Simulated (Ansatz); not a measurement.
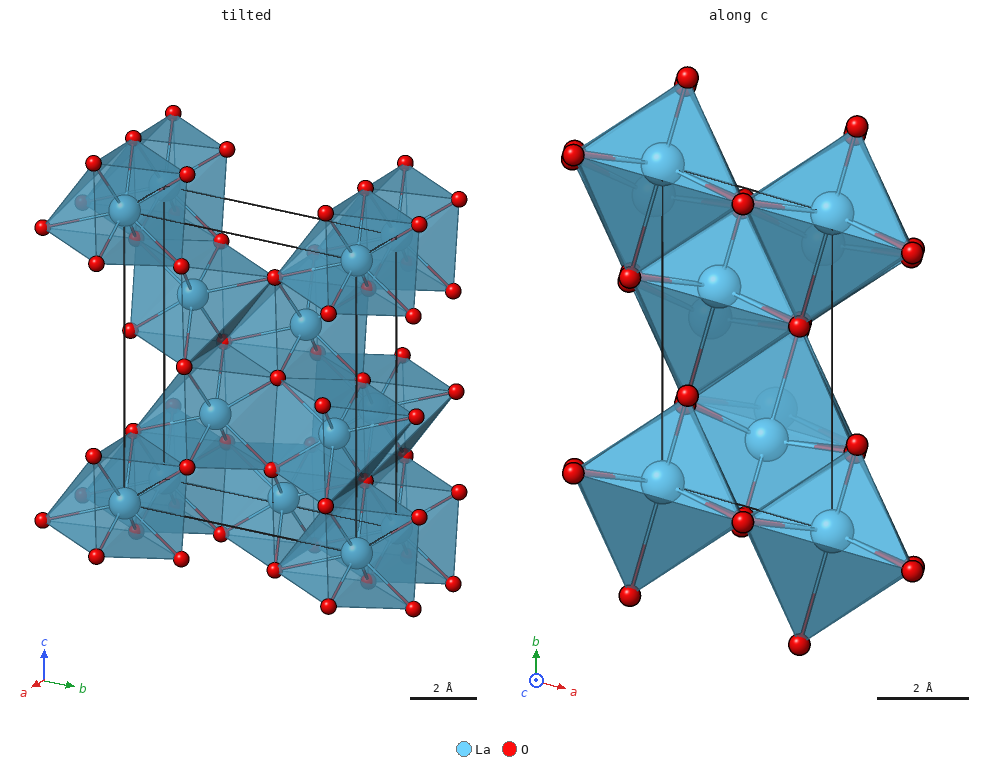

A polyhedral rendering, viewed slightly off an axis and along the c axis. The frame is the unit cell; atoms at its boundary are shown with their periodic copies. A few atoms beyond the faces are included.

La2O3, a = 3.90 Å, b = 7.20 Å, c = 9.07 Å, α = 101.99°, β = 90.00°, γ = 105.74°.

Calculation details: DFT, PBEsol, plane waves, PAW in Ansatz; 420 eV cutoff, k-points about 0.35 Å⁻¹ apart, no spin polarisation.

### What is the electronic character?

An insulator at this level, with a gap of 3.78 eV, indirect; the smallest direct gap is 3.86 eV.

### Estimate ε∞.

ε∞ averages 4.9.

The initial geometry was a structure type filled with these elements by a generator (whether the compound takes this form wasn't checked). Earlier steps of the study may have refined or changed the cell and positions. A calculation with Ansatz used it as input.
